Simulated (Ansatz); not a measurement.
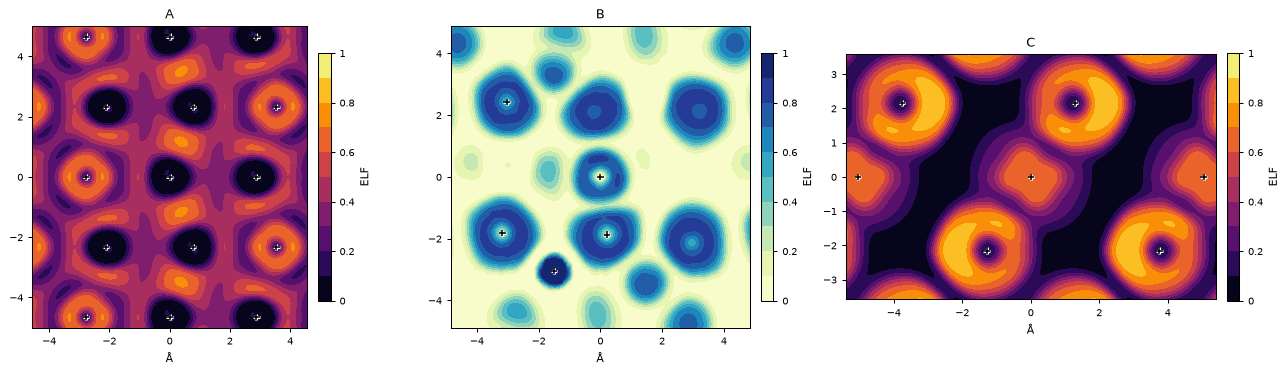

The ELF of 3 systems, each on a plane through atoms (crosses mark nuclei in the plane).

Method: DFT r2SCAN, scalar-relativistic, plane waves, PAW (Ansatz).

System 1: PtSe2, the (110) plane of the conventional cell. Space group P-3m1; a structure from a database of computed crystals, not necessarily the ambient phase; computed pressure about 3 GPa in this cell.

```
CELL_PARAMETERS angstrom
3.72962 0.00000 0.00000
-1.86481 3.22995 0.00000
0.00000 0.00000 5.05013
ATOMIC_POSITIONS crystal
Pt 0.00000 0.00000 0.00000
Se 0.66667 0.33333 0.74470
Se 0.33333 0.66667 0.25530
```

System 2: Al2Ru, the (110) plane of the conventional cell. Space group Fddd; a structure from a database of computed crystals, not necessarily the ambient phase; not relaxed (largest force 0.5 eV/Å); computed pressure about 7 GPa in this cell; computed without spin polarisation.

```
Al Ru
1.0
     4.96873    0.00000    0.00000
     0.00000    0.00000   -7.88105
     0.00000    8.42318    0.00000
Al Ru
16 8
Direct
  0.50000 0.50000 0.32905
  0.00000 0.50000 0.82905
  0.00000 0.00000 0.32905
  0.50000 0.00000 0.82905
  0.00000 0.50000 0.17095
  0.50000 0.50000 0.67095
  0.50000 0.00000 0.17095
  0.00000 0.00000 0.67095
  0.25000 0.75000 0.42095
  0.75000 0.75000 0.92095
  0.75000 0.25000 0.42095
  0.25000 0.25000 0.92095
  0.25000 0.75000 0.07905
  0.75000 0.75000 0.57905
  0.75000 0.25000 0.07905
  0.25000 0.25000 0.57905
  0.50000 0.50000 0.00000
  0.00000 0.50000 0.50000
  0.00000 0.00000 0.00000
  0.50000 0.00000 0.50000
  0.75000 0.75000 0.25000
  0.25000 0.75000 0.75000
  0.25000 0.25000 0.25000
  0.75000 0.25000 0.75000
```

System 3: LiNbO3, the (11̄0) plane of the calculation cell. Space group R3c; a structure from a database of computed crystals, not necessarily the ambient phase; computed pressure about −4 GPa in this cell.

```yaml
crystal:
  lattice:
    - [5.18978, 0.00015, -0.00085]
    - [2.59465, 4.90609, 0.00636]
    - [0.00151, 2.73319, 8.56338]
  atoms:
    - { symbol: Li, position: [0.43977, 0.12048, 0.14658] }
    - { symbol: Li, position: [0.93975, 0.12050, 0.64658] }
    - { symbol: Li, position: [0.18976, 0.62049, 0.39659] }
    - { symbol: Li, position: [0.68976, 0.62049, 0.89659] }
    - { symbol: Nb, position: [0.01793, 0.96417, 0.00598] }
    - { symbol: Nb, position: [0.51793, 0.96416, 0.50598] }
    - { symbol: Nb, position: [0.76793, 0.46417, 0.25597] }
    - { symbol: Nb, position: [0.26793, 0.46417, 0.75597] }
    - { symbol: O, position: [0.73585, 0.77580, 0.36631] }
    - { symbol: O, position: [0.79362, 0.77583, 0.06102] }
    - { symbol: O, position: [0.30680, 0.77582, 0.18477] }
    - { symbol: O, position: [0.18056, 0.27580, 0.31101] }
    - { symbol: O, position: [0.66738, 0.27581, 0.43477] }
    - { symbol: O, position: [0.23584, 0.77581, 0.86630] }
    - { symbol: O, position: [0.73834, 0.27582, 0.11630] }
    - { symbol: O, position: [0.29362, 0.77582, 0.56102] }
    - { symbol: O, position: [0.80680, 0.77581, 0.68477] }
    - { symbol: O, position: [0.68055, 0.27581, 0.81102] }
    - { symbol: O, position: [0.16737, 0.27581, 0.93476] }
    - { symbol: O, position: [0.23834, 0.27583, 0.61630] }
```

> Match each panel to its system.

Panel A is system 2, Al2Ru: the plane holds Al and Ru. Al–Ru (2.42 Å): the ELF peaks at about 0.60 between the atoms. Panel B is system 3, LiNbO3: the plane holds Li, Nb and O. Nb–O (1.88 Å): the ELF peaks at about 0.80 in the valence shell of O, 0.5 Å from its nucleus, and drops to about 0.30 between the two atoms: no localised pair shows between them. Panel C is system 1, PtSe2: the plane holds Pt and Se. Pt–Se (2.51 Å): the ELF is about 0.50 at the midpoint.
